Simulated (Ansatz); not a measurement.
**Geometry relaxation, with input and output: PtTe₂ (part 1 of 2)**

The run: geometry relaxation of PtTe₂ (P-3m1, 3 atoms in the cell). Method and program: DFT PBE+D3(BJ), scalar-relativistic, plane waves, PAW, no spin polarisation (Ansatz 0.2.0).

The structure derives from an entry of the Crystallography Open Database. Figures and captions count atoms from 1; the log counts them from 0 in places.

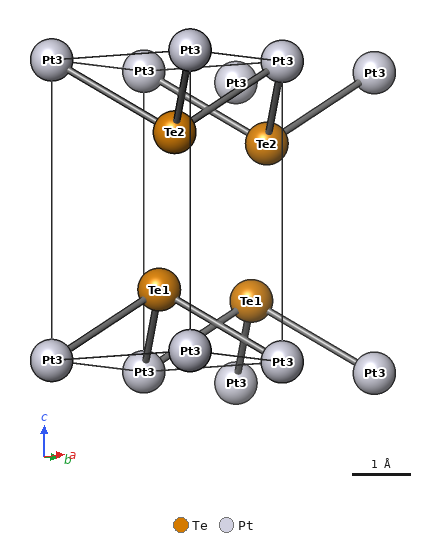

The starting structure (ball-and-stick view of the cell of the calculation, repeated 1 × 2 × 1, seen at an oblique angle; atoms are numbered from 1 in the order of the input).

Key numbers

| quantity | value |
| --- | --- |
| outcome | converged |
| space group (tolerance 0.01 Å) | P-3m1 (164) |
| electrons treated | 50 |
| free energy | −26485.7370 eV |
| Fermi energy | 13.878 eV |
| gap on the k-point mesh | none (metallic) |
| pressure | −0.14 GPa |
| final volume | 73.02 Å³ |
| largest force (length of the vector) at the end | 0.020 eV/Å |
| final cell | a = 4.053 Å, b = 4.053 Å, c = 5.133 Å, α = 90.00°, β = 90.00°, γ = 120.00° |
| hardware | 1 thread of Intel Xeon @ 2.70GHz, 189 GiB of memory available, shared host |
| wall time | 20 s |
| peak memory | 0.41 GiB |

Notes

Spin–orbit coupling is left out, which matters for Pt.

The input
```yaml
crystal:
  lattice:
    - [4.01, 0.0, 0.0]
    - [-2.005, 3.4727618692, 0.0]
    - [0.0, 0.0, 5.201]
  atoms:
    - { symbol: Te, position: [0.3333333333, 0.6666666667, 0.25] }
    - { symbol: Te, position: [0.6666666667, 0.3333333333, 0.75] }
    - { symbol: Pt, position: [0.0, 0.0, 0.0] }
basis:
  ecutwfc: 420
kpoints:
  mp_grid: { grid: [6, 6, 4] }
hamiltonian:
  xc: pbe
  dispersion: d3bj
scf:
  occupations: { method: gaussian, width: 0.1 }
output:
  forces: true
  stress: true
  eigenvalues: true
relax:
  adjacent_minimum: "off"
  f_tol: 0.05
  max_steps: 80
  cell: { stress_tol: 0.5 }
```

Run as:
```bash
ansatz run input.yaml --threads 1 --pin off --max-ram 2560MiB --backend cpu --events-out ev --progress --plain --runs-dir out
```

Log
```
Engine: ansatz 0.2.0, x86_64-unknown-linux-gnu
Pseudopotentials: kind: paw
Pseudopotential: Te, paw, valence charge 16, recommended cutoff 420 eV (normal), Te.paw.azcp
Pseudopotential: Pt, paw, valence charge 18, recommended cutoff 420 eV (normal), Pt.paw.azcp
Functional definition: PBE
  parameter kappa = 0.804
  parameter beta = 0.06672455060314922
  exchange = pbe_x(kappa = kappa, mu = beta*pi^2/3)
  correlation = pbe_c(beta = beta)
Crystal: 3 atoms, lattice volume = 72.428 Å³
Basis set: ecut = 420 eV, 1409 PW (Γ), exchange–correlation on 54×54×72 points (8 copies of the dense FFT grid, shifted against one another)
Bands: 30, of which v1, the nominal top of the filled ones, is band 25 counted from 1 (24 counted from 0)
Symmetry: 12 space group operations
Space group: P-3m1 (ITA 164), of the structure as read, at distance tolerance 4.2e-5 Å
k-points: 24 of 144
Non-local potential: Te, projectors of the file, l = 0: 2, l = 1: 2, l = 2: 2, l = 3: 2
Non-local potential: Pt, projectors of the file, l = 0: 3, l = 1: 2, l = 2: 2, l = 3: 1
PAW form: soft (Blöchl's): semilocal exchange-correlation on the pseudo side does not see the compensation charge
PAW one-centre angular grid: Te, 590 points (default); XC on 64 Gauss nodes
PAW one-centre angular grid: Pt, 590 points (default); XC on 64 Gauss nodes
Initial density: superposition of atomic densities (neutral atoms: chi_scale 0, normalization atom), corrected by the library's trained network
Initial wavefunctions: pseudopotential atomic-orbital guess
Functional: x = pbe(κ = 0.804, μ = 0.2195149727645171), c = pbe(β = 0.06672455060314922)
SCF iter   1: F=—  HF=-26485.644975 eV  |F-HF|=—  |Δ(HF+E_count)|=         —  Δρ=2.76e-3  dr2=5.32e-3  ethr=1.77e-3  ⟨swp⟩=6.2  Hψ=3105  notcnv=0
preconditioner: auto → LDOS  [metal: Δε(μ)=0.084 eV  Ē_g=9.204 eV  σ=0.100 eV  W_gap=0.45  n_scr=22 (ndim 8)  ℏωp=20.5 eV  f_vac=0.015  D(μ)=0.70/eV (n_scr^D=2)  β→1.0]
SCF iter   2: F=—  HF=-26485.646674 eV  |F-HF|=—  |Δ(HF+E_count)|=   1.70e-3  Δρ=2.66e-3  dr2=7.08e-3  ethr=1.06e-5  ⟨swp⟩=2.0  Hψ=1524  notcnv=0  defer=1
SCF iter   3: F=—  HF=-26485.644852 eV  |F-HF|=—  |Δ(HF+E_count)|=   1.82e-3  Δρ=3.73e-4  dr2=1.09e-4  ethr=1.06e-5  ⟨swp⟩=2.0  Hψ=1272  notcnv=0  defer=1
SCF iter   4: F=—  HF=-26485.644829 eV  |F-HF|=—  |Δ(HF+E_count)|=   2.29e-5  Δρ=7.91e-5  dr2=7.85e-6  ethr=2.17e-7  ⟨swp⟩=2.0  Hψ=1273  notcnv=0  defer=1
SCF iter   5: F=—  HF=-26485.644820 eV  |F-HF|=—  |Δ(HF+E_count)|=   9.49e-6  Δρ=2.42e-5  dr2=8.05e-7  ethr=1.57e-8  ⟨swp⟩=2.0  Hψ=1208  notcnv=0  defer=1
SCF iter   6: F=-26485.644820 eV  HF=-26485.644820 eV  |F-HF|=3.93e-10  |Δ(HF+E_count)|=   1.25e-7  Δρ=4.52e-6  dr2=1.80e-8  ethr=2.00e-10  ⟨swp⟩=8.4  Hψ=3242  notcnv=0
SCF 1 converged in 6 iterations: F = -26485.644820 eV  dr2 = 1.80e-8
  greatest PAW one-centre occupation: 1.000 electrons in one spin orbital (limit 2), on the Pt atom at site 2 (counted from 0), in its partial waves of l = 0
relax step   1: F+E_penalty+E_count = -26485.64481969 eV  Δ(F+E_penalty+E_count) = +0.000e0 eV  max|allowed force component| = 1.070e0 eV/Å  Δτ_max = 0.0000 Å  P = +4.831 GPa  Ω = 72.428 Å³  (6 SCF iters, dr2 threshold 1.00e-7 eV, accepted)
Crystal: 3 atoms, lattice volume = 74.139 Å³
Basis set: ecut = 420 eV, 1433 PW (Γ), exchange–correlation on 54×54×72 points (8 copies of the dense FFT grid, shifted against one another)
Initial density: handed on by an earlier stage of this run
Initial wavefunctions: those handed on with the density
iter 1 solved again at ethr=2.40e-4 eV; its pass at ethr=3.10e-3 eV (dr2=1.20e-1 eV) is discarded
SCF iter   1: F=—  HF=-26485.578689 eV  |F-HF|=—  |Δ(HF+E_count)|=         —  Δρ=1.24e-2  dr2=1.21e-1  ethr=2.40e-4  ⟨swp⟩=1.0  Hψ=4059  notcnv=0
preconditioner: auto → Resta (q_TF=auto, 2.555 Å⁻¹)  ε∞=6.5  [insulator: Δε(μ)=0.165 eV  Ē_g=8.658 eV  σ=0.100 eV  W_gap=0.64  n_scr=22 (ndim 8)  ℏωp=20.2 eV  f_vac=0.007  D(μ)=1.52/eV (n_scr^D=8)  ε∞_Penn≈6.5]
SCF iter   2: F=—  HF=-26485.566919 eV  |F-HF|=—  |Δ(HF+E_count)|=   1.18e-2  Δρ=6.44e-3  dr2=2.82e-2  ethr=2.40e-4  ⟨swp⟩=1.1  Hψ=723  notcnv=0
SCF iter   3: F=—  HF=-26485.565519 eV  |F-HF|=—  |Δ(HF+E_count)|=   1.40e-3  Δρ=1.05e-3  dr2=8.48e-4  ethr=5.64e-5  ⟨swp⟩=2.0  Hψ=845  notcnv=0
SCF iter   4: F=—  HF=-26485.565620 eV  |F-HF|=—  |Δ(HF+E_count)|=   1.01e-4  Δρ=2.51e-4  dr2=4.94e-5  ethr=1.70e-6  ⟨swp⟩=2.0  Hψ=986  notcnv=0
SCF iter   5: F=—  HF=-26485.565646 eV  |F-HF|=—  |Δ(HF+E_count)|=   2.63e-5  Δρ=8.39e-5  dr2=7.03e-6  ethr=9.88e-8  ⟨swp⟩=2.0  Hψ=1273  notcnv=0
SCF iter   6: F=—  HF=-26485.565649 eV  |F-HF|=—  |Δ(HF+E_count)|=   2.25e-6  Δρ=2.78e-5  dr2=6.72e-7  ethr=1.41e-8  ⟨swp⟩=2.0  Hψ=1227  notcnv=0
SCF iter   7: F=-26485.565649 eV  HF=-26485.565649 eV  |F-HF|=5.02e-8  |Δ(HF+E_count)|=   6.21e-7  Δρ=8.04e-6  dr2=7.82e-8  ethr=6.00e-10  ⟨swp⟩=7.0  Hψ=3134  notcnv=0
SCF 2 converged in 7 iterations: F = -26485.565649 eV  dr2 = 7.82e-8
relax step   2: F+E_penalty+E_count = -26485.56564910 eV  Δ(F+E_penalty+E_count) = +7.917e-2 eV  max|allowed force component| = 1.117e0 eV/Å  Δτ_max = 0.1946 Å  P = -4.798 GPa  Ω = 74.139 Å³  energy of the carried Pulay correction = -4.587e-4 eV  (7 SCF iters, dr2 threshold 3.00e-7 eV, rejected (line search))
Crystal: 3 atoms, lattice volume = 72.941 Å³
iter 1 solved again at ethr=7.61e-5 eV; its pass at ethr=3.10e-3 eV (dr2=3.80e-2 eV) is discarded
SCF iter   1: F=—  HF=-26485.737916 eV  |F-HF|=—  |Δ(HF+E_count)|=         —  Δρ=7.16e-3  dr2=3.83e-2  ethr=7.61e-5  ⟨swp⟩=1.0  Hψ=3801  notcnv=0
preconditioner: auto → Resta (q_TF=auto, 2.562 Å⁻¹)  ε∞=6.2  [insulator: Δε(μ)=0.112 eV  Ē_g=8.918 eV  σ=0.100 eV  W_gap=0.56  n_scr=22 (ndim 8)  ℏωp=20.4 eV  f_vac=0.009  D(μ)=0.83/eV (n_scr^D=2)  ε∞_Penn≈6.2]
SCF iter   2: F=—  HF=-26485.733426 eV  |F-HF|=—  |Δ(HF+E_count)|=   4.49e-3  Δρ=3.58e-3  dr2=8.53e-3  ethr=7.61e-5  ⟨swp⟩=1.0  Hψ=720  notcnv=0
preconditioner: auto → Kerker (q_TF=auto, 2.562 Å⁻¹)  [metal: Δε(μ)=0.087 eV  Ē_g=8.929 eV  σ=0.100 eV  W_gap=0.45  n_scr=22 (ndim 8)  ℏωp=20.4 eV  f_vac=0.008  D(μ)=0.91/eV (n_scr^D=2)]
SCF iter   3: F=—  HF=-26485.732707 eV  |F-HF|=—  |Δ(HF+E_count)|=   7.19e-4  Δρ=6.57e-4  dr2=2.82e-4  ethr=1.71e-5  ⟨swp⟩=2.0  Hψ=839  notcnv=0
SCF iter   4: F=—  HF=-26485.732710 eV  |F-HF|=—  |Δ(HF+E_count)|=   2.51e-6  Δρ=1.61e-4  dr2=2.17e-5  ethr=5.64e-7  ⟨swp⟩=2.0  Hψ=985  notcnv=0
SCF iter   5: F=—  HF=-26485.732732 eV  |F-HF|=—  |Δ(HF+E_count)|=   2.26e-5  Δρ=5.81e-5  dr2=3.94e-6  ethr=4.34e-8  ⟨swp⟩=3.0  Hψ=1344  notcnv=0
SCF iter   6: F=—  HF=-26485.732731 eV  |F-HF|=—  |Δ(HF+E_count)|=   6.81e-7  Δρ=2.37e-5  dr2=5.74e-7  ethr=7.89e-9  ⟨swp⟩=2.4  Hψ=1164  notcnv=0
SCF iter   7: F=—  HF=-26485.732732 eV  |F-HF|=—  |Δ(HF+E_count)|=   2.66e-7  Δρ=7.13e-6  dr2=6.42e-8  ethr=1.15e-9  ⟨swp⟩=2.0  Hψ=972  notcnv=0
SCF iter   8: F=—  HF=-26485.732732 eV  |F-HF|=—  |Δ(HF+E_count)|=   7.23e-9  Δρ=1.87e-6  dr2=5.43e-9  ethr=1.28e-10  ⟨swp⟩=2.0  Hψ=903  notcnv=0
SCF iter   9: F=-26485.732732 eV  HF=-26485.732732 eV  |F-HF|=6.55e-11  |Δ(HF+E_count)|=  5.60e-10  Δρ=6.63e-7  dr2=6.80e-10  ethr=6.00e-12  ⟨swp⟩=5.0  Hψ=2354  notcnv=0
SCF 3 converged in 9 iterations: F = -26485.732732 eV  dr2 = 6.80e-10
relax step   3: F+E_penalty+E_count = -26485.73273172 eV  Δ(F+E_penalty+E_count) = -8.791e-2 eV  max|allowed force component| = 2.168e-1 eV/Å  Δτ_max = 0.0957 Å  P = -0.641 GPa  Ω = 72.941 Å³  energy of the carried Pulay correction = -1.388e-4 eV  (9 SCF iters, accepted)
Crystal: 3 atoms, lattice volume = 73.018 Å³
iter 1 solved again at ethr=1.51e-6 eV; its pass at ethr=3.10e-3 eV (dr2=7.54e-4 eV) is discarded
SCF iter   1: F=—  HF=-26485.736870 eV  |F-HF|=—  |Δ(HF+E_count)|=         —  Δρ=1.24e-3  dr2=7.14e-4  ethr=1.51e-6  ⟨swp⟩=2.0  Hψ=4089  notcnv=0
preconditioner: auto → LDOS  [insulator: Δε(μ)=0.142 eV  Ē_g=8.967 eV  σ=0.100 eV  W_gap=0.66  n_scr=22 (ndim 8)  ℏωp=20.4 eV  f_vac=0.010  D(μ)=0.78/eV (n_scr^D=2)  ε∞_Penn≈6.2  β→1.0]
SCF iter   2: F=—  HF=-26485.736901 eV  |F-HF|=—  |Δ(HF+E_count)|=   3.16e-5  Δρ=6.11e-4  dr2=5.68e-4  ethr=1.43e-6  ⟨swp⟩=2.0  Hψ=1300  notcnv=0
preconditioner: auto → Resta (q_TF=auto, 2.561 Å⁻¹)  ε∞=6.2  [insulator: Δε(μ)=0.134 eV  Ē_g=8.972 eV  σ=0.100 eV  W_gap=0.63  n_scr=22 (ndim 8)  ℏωp=20.4 eV  f_vac=0.010  D(μ)=0.82/eV (n_scr^D=2)  ε∞_Penn≈6.2  β→0.5]
SCF iter   3: F=—  HF=-26485.736787 eV  |F-HF|=—  |Δ(HF+E_count)|=   1.14e-4  Δρ=2.13e-4  dr2=1.91e-5  ethr=1.14e-6  ⟨swp⟩=2.0  Hψ=892  notcnv=0
SCF iter   4: F=—  HF=-26485.736813 eV  |F-HF|=—  |Δ(HF+E_count)|=   2.57e-5  Δρ=5.07e-5  dr2=1.34e-6  ethr=3.82e-8  ⟨swp⟩=2.3  Hψ=1084  notcnv=0
iter 5 did not close the SCF: its close was put off for the readings that it lacked (scf_convergence_deferred on its scf_iter line)
SCF iter   5: F=-26485.736813 eV  HF=-26485.736813 eV  |F-HF|=1.27e-8  |Δ(HF+E_count)|=   4.01e-7  Δρ=6.39e-6  dr2=3.02e-8  ethr=2.69e-9  ⟨swp⟩=2.0  Hψ=928  notcnv=0
SCF iter   6: F=-26485.736813 eV  HF=-26485.736813 eV  |F-HF|=9.68e-10  |Δ(HF+E_count)|=   2.06e-8  Δρ=1.48e-6  dr2=1.68e-9  ethr=6.05e-11  ⟨swp⟩=2.8  Hψ=2710  notcnv=0
SCF 4 converged in 6 iterations: F = -26485.736813 eV  dr2 = 1.68e-9
relax step   4: F+E_penalty+E_count = -26485.73681309 eV  Δ(F+E_penalty+E_count) = -4.081e-3 eV  max|allowed force component| = 2.002e-2 eV/Å  Δτ_max = 0.0205 Å  P = -0.136 GPa  Ω = 73.018 Å³  energy of the carried Pulay correction = -1.595e-4 eV  (6 SCF iters, dr2 threshold 3.00e-7 eV, accepted)
Basis set: ecut = 420 eV, 1409 PW (Γ), exchange–correlation on 60×60×72 points (8 copies of the dense FFT grid, shifted against one another)
Initial wavefunctions: pseudopotential atomic-orbital guess (no wavefunctions were taken with the density)
iter 1 solved again at ethr=7.93e-8 eV; its pass at ethr=3.10e-3 eV (dr2=3.97e-5 eV) is discarded
SCF iter   1: F=—  HF=-26485.736734 eV  |F-HF|=—  |Δ(HF+E_count)|=         —  Δρ=1.74e-4  dr2=5.50e-7  ethr=7.93e-8  ⟨swp⟩=4.0  Hψ=4939  notcnv=0
preconditioner: auto → Resta (q_TF=auto, 2.561 Å⁻¹)  ε∞=6.2  [insulator: Δε(μ)=0.138 eV  Ē_g=8.969 eV  σ=0.100 eV  W_gap=0.65  n_scr=22 (ndim 8)  ℏωp=20.4 eV  f_vac=0.009  D(μ)=0.80/eV (n_scr^D=2)  ε∞_Penn≈6.2]
SCF iter   2: F=—  HF=-26485.736930 eV  |F-HF|=—  |Δ(HF+E_count)|=   1.96e-4  Δρ=8.80e-5  dr2=1.38e-7  ethr=1.10e-9  ⟨swp⟩=2.5  Hψ=1302  notcnv=0
iter 3 did not close the SCF: its close was put off for the readings that it lacked (scf_convergence_deferred on its scf_iter line)
SCF iter   3: F=-26485.736992 eV  HF=-26485.736992 eV  |F-HF|=2.72e-8  |Δ(HF+E_count)|=   6.26e-5  Δρ=2.05e-6  dr2=3.92e-10  ethr=2.76e-10  ⟨swp⟩=2.0  Hψ=922  notcnv=0
iter 4 did not close the SCF: its close was put off for the readings that it lacked (scf_convergence_deferred on its scf_iter line)
SCF iter   4: F=-26485.736992 eV  HF=-26485.736992 eV  |F-HF|=5.09e-11  |Δ(HF+E_count)|=   2.73e-8  Δρ=3.06e-7  dr2=5.91e-11  ethr=1.00e-12  ⟨swp⟩=2.1  Hψ=1327  notcnv=0
iter 5 did not close the SCF: its close was put off for the readings that it lacked (scf_convergence_deferred on its scf_iter line)
SCF iter   5: F=-26485.736992 eV  HF=-26485.736992 eV  |F-HF|=7.28e-12  |Δ(HF+E_count)|=  5.09e-11  Δρ=9.07e-8  dr2=8.97e-12  ethr=1.00e-12  ⟨swp⟩=1.1  Hψ=729  notcnv=0
iter 6 did not close the SCF: its close was put off for the readings that it lacked (scf_convergence_deferred on its scf_iter line)
SCF iter   6: F=-26485.736992 eV  HF=-26485.736992 eV  |F-HF|=3.64e-12  |Δ(HF+E_count)|=  1.82e-11  Δρ=3.02e-8  dr2=6.80e-13  ethr=1.00e-12  ⟨swp⟩=1.0  Hψ=720  notcnv=0
SCF iter   7: F=-26485.736992 eV  HF=-26485.736992 eV  |F-HF|=3.64e-12  |Δ(HF+E_count)|=  7.28e-12  Δρ=5.78e-9  dr2=3.83e-14  ethr=1.00e-12  ⟨swp⟩=1.8  Hψ=1705  notcnv=0
SCF 5 converged in 7 iterations: F = -26485.736992 eV  dr2 = 3.83e-14
relax step   5: F+E_penalty+E_count = -26485.73699235 eV  Δ(F+E_penalty+E_count) = -1.793e-4 eV  max|allowed force component| = 1.996e-2 eV/Å  Δτ_max = 0.0000 Å  P = -0.138 GPa  Ω = 73.018 Å³  stress off target by 2.05e-1 GPa  SCF on the basis re-selected at this cell (its energy is not comparable with the rows above)  (7 SCF iters)
```
